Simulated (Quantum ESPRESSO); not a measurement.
**Geometry relaxation, with input and output: Re (part 1 of 4)**

Re (2 atoms in the cell), computed with Kohn-Sham DFT of a periodic cell, WC, SSSP 1.3 efficiency PBE, no spin polarisation (Quantum ESPRESSO 7.5).

The structure derives from an entry of the Crystallography Open Database.

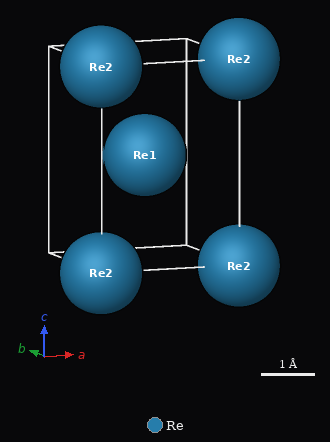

*The structure as given in the input (spheres-only view of the cell of the calculation, seen slightly off an axis; atoms are numbered from 1 in the order of the input). An atom can appear more than once, as a periodic image.*

The input
```
&CONTROL
  calculation = 'relax'
  prefix = 'pwscf'
  outdir = './tmp'
  pseudo_dir = './pseudo'
  tprnfor = .true.
  disk_io = 'low'
  nstep = 40
  forc_conv_thr = 0.0004
  etot_conv_thr = 1d-05
/
&SYSTEM
  ibrav = 0
  nat = 2
  ntyp = 1
  ecutwfc = 55
  ecutrho = 440
  nbnd = 22
  input_dft = 'wc'
  occupations = 'smearing'
  smearing = 'fd'
  degauss = 0.01469973
/
&ELECTRONS
  conv_thr = 4d-10
  electron_maxstep = 120
  mixing_beta = 0.5
/
&IONS
  ion_dynamics = 'bfgs'
/
ATOMIC_SPECIES
Re   186.2070 Re_pbe_v1.2.uspp.F.UPF
CELL_PARAMETERS angstrom
   0.0000000000   -1.9750000000   -1.9750000000
   0.0000000000    1.9750000000   -1.9750000000
   3.9500000000    0.0000000000    0.0000000000
ATOMIC_POSITIONS angstrom
Re     2.0157060535   -0.0964366035   -1.7895320160
Re     3.9092939465    0.0964366035   -0.1854679840
K_POINTS automatic
5 5 4 0 0 0
```

Run as:
```bash
OMP_NUM_THREADS=1 pw.x -in pw.in > pw.out
```

The program's output
```
This program is part of the open-source Quantum ESPRESSO suite
     for quantum simulation of materials; please cite
         "P. Giannozzi et al., J. Phys.:Condens. Matter 21 395502 (2009);
         "P. Giannozzi et al., J. Phys.:Condens. Matter 29 465901 (2017);
         "P. Giannozzi et al., J. Chem. Phys. 152 154105 (2020);
          URL
     in publications or presentations arising from this work. More details at

     IMPORTANT: XC functional enforced from input :
     Exchange-correlation= WC
                           (   1   4  11   4   0   0   0)
     Any further DFT definition will be discarded
     Please, verify this is what you really want

     Message from routine setup:
     using ibrav=0 with symmetry is DISCOURAGED, use correct ibrav instead

     G-vector sticks info
     --------------------
     sticks:   dense  smooth     PW     G-vecs:    dense   smooth      PW
     Sum         973     489    145                32437    11507    1923

     Using Slab Decomposition

     bravais-lattice index     =            0
     lattice parameter (alat)  =       5.2781  a.u.
     unit-cell volume          =     207.9495 (a.u.)^3
     number of atoms/cell      =            2
     number of atomic types    =            1
     number of electrons       =        30.00
     number of Kohn-Sham states=           22
     kinetic-energy cutoff     =      55.0000  Ry
     charge density cutoff     =     440.0000  Ry
     scf convergence threshold =      4.0E-10
     mixing beta               =       0.5000
     number of iterations used =            8  plain     mixing
     energy convergence thresh.=      1.0E-05
     force convergence thresh. =      4.0E-04
     Exchange-correlation= WC
                           (   1   4  11   4   0   0   0)
     nstep                     =           40

     celldm(1)=   5.278141  celldm(2)=   0.000000  celldm(3)=   0.000000
     celldm(4)=   0.000000  celldm(5)=   0.000000  celldm(6)=   0.000000

     crystal axes: (cart. coord. in units of alat)
               a(1) = (   0.000000  -0.707107  -0.707107 )
               a(2) = (   0.000000   0.707107  -0.707107 )
               a(3) = (   1.414214   0.000000   0.000000 )

     reciprocal axes: (cart. coord. in units 2 pi/alat)
               b(1) = (  0.000000 -0.707107 -0.707107 )
               b(2) = (  0.000000  0.707107 -0.707107 )
               b(3) = (  0.707107  0.000000  0.000000 )

     PseudoPot. # 1 for Re read from file:
     Re_pbe_v1.2.uspp.F.UPF
     Pseudo is Ultrasoft + core correction, Zval = 15.0
     Generated by new atomic code, or converted to UPF format
     Using radial grid of  981 points,  8 beta functions with:
                l(1) =   0
                l(2) =   0
                l(3) =   1
                l(4) =   1
                l(5) =   2
                l(6) =   2
                l(7) =   3
                l(8) =   3
     Q(r) pseudized with  8 coefficients,  rinner =    1.150   1.150   1.150
                                                       1.150   1.150   1.150
                                                       1.150

     atomic species   valence    mass     pseudopotential
     Re               15.00   186.20700     Re( 1.00)

      2 Sym. Ops., with inversion, found ( 1 have fractional translation)

   Cartesian axes

     site n.     atom                  positions (alat units)
         1        Re     tau(   1) = (   0.7216807  -0.0345271  -0.6407039  )
         2        Re     tau(   2) = (   1.3996396   0.0345271  -0.0664029  )

     number of k points=    51  Fermi-Dirac smearing, width (Ry)=  0.0147
                       cart. coord. in units 2pi/alat
        k(    1) = (   0.0000000   0.0000000   0.0000000), wk =   0.0200000
        k(    2) = (   0.1767767   0.0000000   0.0000000), wk =   0.0400000
        k(    3) = (  -0.3535534   0.0000000  -0.0000000), wk =   0.0200000
        k(    4) = (   0.0000000   0.1414214  -0.1414214), wk =   0.0400000
        k(    5) = (   0.1767767   0.1414214  -0.1414214), wk =   0.0400000
        k(    6) = (  -0.3535534   0.1414214  -0.1414214), wk =   0.0400000
        k(    7) = (   0.0000000   0.2828427  -0.2828427), wk =   0.0400000
        k(    8) = (   0.1767767   0.2828427  -0.2828427), wk =   0.0400000
        k(    9) = (  -0.3535534   0.2828427  -0.2828427), wk =   0.0400000
        k(   10) = (   0.0000000   0.0000000  -0.2828427), wk =   0.0400000
        k(   11) = (   0.1767767   0.0000000  -0.2828427), wk =   0.0400000
        k(   12) = (  -0.3535534   0.0000000  -0.2828427), wk =   0.0400000
        k(   13) = (   0.0000000   0.1414214  -0.4242641), wk =   0.0400000
        k(   14) = (   0.1767767   0.1414214  -0.4242641), wk =   0.0400000
        k(   15) = (  -0.3535534   0.1414214  -0.4242641), wk =   0.0400000
        k(   16) = (   0.0000000   0.0000000  -0.5656854), wk =   0.0400000
        k(   17) = (   0.1767767   0.0000000  -0.5656854), wk =   0.0400000
        k(   18) = (  -0.3535534   0.0000000  -0.5656854), wk =   0.0400000
        k(   19) = (   0.0000000   0.1414214   0.1414214), wk =   0.0400000
        k(   20) = (  -0.1767767   0.1414214   0.1414214), wk =   0.0400000
        k(   21) = (   0.1767767  -0.1414214   0.1414214), wk =   0.0400000
        k(   22) = (   0.1767767   0.1414214   0.1414214), wk =   0.0400000
        k(   23) = (   0.3535534   0.1414214   0.1414214), wk =   0.0400000
        k(   24) = (   0.0000000   0.2828427   0.2828427), wk =   0.0400000
        k(   25) = (  -0.1767767   0.2828427   0.2828427), wk =   0.0400000
        k(   26) = (   0.1767767  -0.2828427   0.2828427), wk =   0.0400000
        k(   27) = (   0.1767767   0.2828427   0.2828427), wk =   0.0400000
        k(   28) = (   0.3535534   0.2828427   0.2828427), wk =   0.0400000
        k(   29) = (   0.0000000  -0.2828427   0.0000000), wk =   0.0400000
        k(   30) = (   0.1767767  -0.0000000   0.2828427), wk =   0.0400000
        k(   31) = (  -0.1767767  -0.2828427   0.0000000), wk =   0.0400000
        k(   32) = (  -0.1767767   0.2828427  -0.0000000), wk =   0.0400000
        k(   33) = (   0.3535534  -0.2828427   0.0000000), wk =   0.0400000
        k(   34) = (   0.0000000   0.1414214   0.4242641), wk =   0.0400000
        k(   35) = (   0.0000000  -0.4242641   0.1414214), wk =   0.0400000
        k(   36) = (   0.0000000  -0.4242641  -0.1414214), wk =   0.0400000
        k(   37) = (  -0.1767767   0.1414214   0.4242641), wk =   0.0400000
        k(   38) = (   0.1767767  -0.1414214   0.4242641), wk =   0.0400000
        k(   39) = (  -0.1767767  -0.4242641   0.1414214), wk =   0.0400000
        k(   40) = (  -0.1767767   0.4242641  -0.1414214), wk =   0.0400000
        k(   41) = (   0.1767767  -0.4242641  -0.1414214), wk =   0.0400000
        k(   42) = (   0.1767767   0.4242641   0.1414214), wk =   0.0400000
        k(   43) = (  -0.1767767  -0.1414214  -0.4242641), wk =   0.0400000
        k(   44) = (   0.3535534   0.1414214   0.4242641), wk =   0.0400000
        k(   45) = (   0.3535534  -0.4242641   0.1414214), wk =   0.0400000
        k(   46) = (  -0.3535534  -0.4242641  -0.1414214), wk =   0.0400000
        k(   47) = (   0.0000000  -0.5656854   0.0000000), wk =   0.0400000
        k(   48) = (   0.1767767  -0.0000000   0.5656854), wk =   0.0400000
        k(   49) = (  -0.1767767  -0.5656854   0.0000000), wk =   0.0400000
        k(   50) = (  -0.1767767   0.5656854  -0.0000000), wk =   0.0400000
        k(   51) = (   0.3535534  -0.5656854   0.0000000), wk =   0.0400000

     Dense  grid:    32437 G-vectors     FFT dimensions: (  36,  36,  50)

     Smooth grid:    11507 G-vectors     FFT dimensions: (  30,  30,  36)

     Initial potential from superposition of free atoms

     starting charge      28.9999, renormalised to      30.0000

     negative rho (up, down):  2.647E-01 0.000E+00
     Starting wfcs are   26 randomized atomic wfcs

     Self-consistent Calculation

     iteration #  1     ecut=    55.00 Ry     beta= 0.50
     Davidson diagonalization with overlap
     ethr =  1.00E-02,  avg # of iterations =  2.7

     negative rho (up, down):  2.710E-01 0.000E+00

     total energy              =    -380.99218481 Ry
     estimated scf accuracy    <       0.37356013 Ry

     iteration #  2     ecut=    55.00 Ry     beta= 0.50
     Davidson diagonalization with overlap
     ethr =  1.25E-03,  avg # of iterations =  2.0

     negative rho (up, down):  2.691E-01 0.000E+00

     total energy              =    -381.04020664 Ry
     estimated scf accuracy    <       0.01043936 Ry

     iteration #  3     ecut=    55.00 Ry     beta= 0.50
     Davidson diagonalization with overlap
     ethr =  3.48E-05,  avg # of iterations =  3.2

     negative rho (up, down):  2.672E-01 0.000E+00

     total energy              =    -381.04382882 Ry
     estimated scf accuracy    <       0.00052747 Ry

     iteration #  4     ecut=    55.00 Ry     beta= 0.50
     Davidson diagonalization with overlap
     ethr =  1.76E-06,  avg # of iterations =  3.8

     negative rho (up, down):  2.668E-01 0.000E+00

     total energy              =    -381.04392776 Ry
     estimated scf accuracy    <       0.00004724 Ry

     iteration #  5     ecut=    55.00 Ry     beta= 0.50
     Davidson diagonalization with overlap
     ethr =  1.57E-07,  avg # of iterations =  2.1

     negative rho (up, down):  2.667E-01 0.000E+00

     total energy              =    -381.04393250 Ry
     estimated scf accuracy    <       0.00000368 Ry

     iteration #  6     ecut=    55.00 Ry     beta= 0.50
     Davidson diagonalization with overlap
     ethr =  1.23E-08,  avg # of iterations =  2.7

     negative rho (up, down):  2.668E-01 0.000E+00

     total energy              =    -381.04393347 Ry
     estimated scf accuracy    <       0.00000030 Ry

     iteration #  7     ecut=    55.00 Ry     beta= 0.50
     Davidson diagonalization with overlap
     ethr =  9.86E-10,  avg # of iterations =  2.6

     negative rho (up, down):  2.668E-01 0.000E+00

     total energy              =    -381.04393353 Ry
     estimated scf accuracy    <          7.5E-09 Ry

     iteration #  8     ecut=    55.00 Ry     beta= 0.50
     Davidson diagonalization with overlap
     ethr =  2.51E-11,  avg # of iterations =  3.4

     negative rho (up, down):  2.668E-01 0.000E+00

     total energy              =    -381.04393353 Ry
     estimated scf accuracy    <          9.1E-10 Ry

     iteration #  9     ecut=    55.00 Ry     beta= 0.50
     Davidson diagonalization with overlap
     ethr =  3.03E-12,  avg # of iterations =  2.0

     negative rho (up, down):  2.668E-01 0.000E+00

     End of self-consistent calculation

          k = 0.0000 0.0000 0.0000 (  1449 PWs)   bands (ev):

   -56.7684 -56.5858 -19.2262 -18.5430 -18.4369 -18.1929 -18.0367 -17.8944
    13.4382  16.7426  17.8828  20.7189  21.0179  22.2591  23.9659  24.8760
    25.8563  26.0813  26.2410  27.9950  35.0450  35.1651

          k = 0.1768 0.0000 0.0000 (  1426 PWs)   bands (ev):

   -56.7444 -56.6101 -19.0875 -18.5243 -18.4255 -18.2109 -18.1074 -18.0022
    14.3469  17.0203  18.0091  19.9419  21.5951  22.6653  22.9150  23.9379
    24.7790  25.9755  26.1253  26.8106  35.7264  37.0831

          k =-0.3536 0.0000-0.0000 (  1426 PWs)   bands (ev):

   -56.7034 -56.6515 -18.8339 -18.6505 -18.3437 -18.2385 -18.2264 -18.0929
    16.2976  16.5026  18.5274  18.9504  21.1175  21.8468  23.2258  23.6431
    24.8106  24.9185  25.7892  26.1819  37.2714  37.6682

          k = 0.0000 0.1414-0.1414 (  1425 PWs)   bands (ev):

   -56.7498 -56.5821 -19.1535 -18.6335 -18.4951 -18.3989 -18.0448 -17.9386
    14.5402  17.3100  18.8500  20.9044  21.3686  21.5792  22.9379  23.7826
    24.0509  25.1865  27.4644  30.6436  32.1746  35.9987

          k = 0.1768 0.1414-0.1414 (  1424 PWs)   bands (ev):

   -56.7280 -56.6042 -19.0988 -18.6116 -18.4703 -18.4155 -18.1041 -17.9802
    15.2806  17.5324  18.9058  19.8896  21.5180  21.8137  22.5936  23.7596
    24.4930  24.6695  27.2977  28.4210  33.2233  36.6178

          k =-0.3536 0.1414-0.1414 (  1436 PWs)   bands (ev):

   -56.6903 -56.6422 -18.9397 -18.8234 -18.3464 -18.2619 -18.2258 -18.1006
    16.8679  16.9604  19.3059  19.5115  20.9388  21.4870  22.5506  22.7046
    25.5350  25.9262  26.1045  26.3122  35.4999  35.7394

          k = 0.0000 0.2828-0.2828 (  1446 PWs)   bands (ev):

   -56.7181 -56.5780 -19.0410 -18.8809 -18.7609 -18.4153 -18.0689 -18.0173
    16.9057  18.2275  19.3950  19.8805  21.2316  21.8029  22.4669  22.7071
    23.7566  26.1496  26.5678  30.1340  33.6564  35.5373

          k = 0.1768 0.2828-0.2828 (  1434 PWs)   bands (ev):

   -56.6999 -56.5963 -19.1803 -18.9340 -18.5626 -18.3724 -18.1087 -18.0243
    16.6639  17.7146  19.5738  20.4902  21.3190  21.7721  22.6860  22.9843
    24.5498  26.2710  27.0432  29.6119  31.1363  34.5200

          k =-0.3536 0.2828-0.2828 (  1440 PWs)   bands (ev):

   -56.6687 -56.6277 -19.1693 -19.1132 -18.3339 -18.2465 -18.2220 -18.0962
    16.7933  16.8567  20.5476  20.8049  21.5103  21.5720  22.6991  22.8666
    26.2979  26.5764  26.9244  27.2869  32.2359  32.6884

          k = 0.0000 0.0000-0.2828 (  1421 PWs)   bands (ev):

   -56.7243 -56.5855 -19.0426 -18.7168 -18.6100 -18.3836 -18.2177 -18.0225
    15.5761  18.2457  19.3436  19.8137  21.2709  21.6951  22.6654  22.8064
    23.8945  25.6433  27.2008  32.7589  32.8237  34.7098

          k = 0.1768 0.0000-0.2828 (  1433 PWs)   bands (ev):

   -56.7064 -56.6036 -19.0640 -18.6753 -18.6372 -18.3520 -18.2939 -17.9774
    16.2271  18.7241  19.4173  19.6231  20.2978  21.4496  22.4246  23.2068
    24.2716  26.0362  26.2166  30.0062  34.6888  35.8294

          k =-0.3536 0.0000-0.2828 (  1444 PWs)   bands (ev):

   -56.6750 -56.6351 -18.9867 -18.8744 -18.5343 -18.4240 -18.1434 -18.0446
    17.7689  17.8379  19.4420  19.7979  20.3324  20.7332  22.8882  23.1358
    24.1211  24.5629  27.6333  27.9922  35.9030  36.3431

          k = 0.0000 0.1414-0.4243 (  1434 PWs)   bands (ev):

   -56.6951 -56.5790 -18.9737 -18.9220 -18.7842 -18.4943 -18.2284 -18.0864
    17.4458  18.4850  18.6307  20.0336  20.0738  21.2365  23.3308  24.2752
    24.7079  26.4314  27.3637  30.6258  33.7485  35.4828

          k = 0.1768 0.1414-0.4243 (  1427 PWs)   bands (ev):

   -56.6801 -56.5940 -19.0906 -18.9365 -18.7439 -18.3464 -18.3312 -18.0414
    17.5363  18.2889  19.2795  19.7290  20.5687  21.5308  22.6366  23.5736
    25.5455  26.7103  27.2558  31.0332  31.2966  34.9052

          k =-0.3536 0.1414-0.4243 (  1430 PWs)   bands (ev):

   -56.6541 -56.6200 -19.1204 -19.0439 -18.5960 -18.4968 -18.1663 -18.0679
    17.7279  17.7790  20.1031  20.3199  21.1585  21.3021  22.2057  22.5206
    26.0013  26.2723  28.6062  28.8924  32.7094  32.9047

          k = 0.0000 0.0000-0.5657 (  1433 PWs)   bands (ev):

   -56.6491 -56.5894 -19.0733 -19.0393 -18.6590 -18.5199 -18.4250 -18.2440
    17.1421  17.2826  17.8408  18.3968  23.1408  23.5046  25.3973  26.0702
    26.2835  27.2532  27.4590  30.0609  33.4638  35.5961

          k = 0.1768 0.0000-0.5657 (  1443 PWs)   bands (ev):

   -56.6415 -56.5969 -19.0882 -19.0052 -18.8268 -18.5590 -18.3194 -18.1692
    17.3252  17.8293  18.6459  19.3616  21.1388  22.2703  24.6761  25.9296
    26.4027  26.7550  27.9795  31.5041  31.9582  34.8133

          k =-0.3536 0.0000-0.5657 (  1426 PWs)   bands (ev):

   -56.6281 -56.6101 -19.1092 -19.0108 -18.8168 -18.7012 -18.2077 -18.1281
    18.3063  18.3260  19.5677  19.6636  20.6002  20.7004  23.9751  24.1855
    26.3210  26.5598  29.5635  30.1077  33.6015  34.1854

          k = 0.0000 0.1414 0.1414 (  1425 PWs)   bands (ev):

   -56.7417 -56.5902 -19.1066 -18.7067 -18.4534 -18.2444 -18.1789 -17.9831
    14.5740  17.6767  18.4962  20.3077  20.9514  22.1684  23.4601  23.9486
    24.2891  25.8830  26.0555  31.4745  31.7237  36.1057

          k =-0.1768 0.1414 0.1414 (  1424 PWs)   bands (ev):

   -56.7220 -56.6101 -19.0971 -18.5947 -18.5378 -18.3113 -18.1833 -17.9598
    15.2683  17.8347  18.7622  20.1227  20.9749  21.4097  22.8363  23.7795
    25.0037  25.3092  26.0212  28.7031  33.4376  37.7895

          k = 0.1768-0.1414 0.1414 (  1424 PWs)   bands (ev):

   -56.7275 -56.6047 -19.0753 -18.6936 -18.4267 -18.3686 -18.1002 -18.0173
    15.2739  17.6079  18.9212  19.9463  21.5628  22.1642  22.3405  23.3775
    24.1115  24.9595  27.1670  28.5473  33.4571  36.7683

          k = 0.1768 0.1414 0.1414 (  1424 PWs)   bands (ev):
```
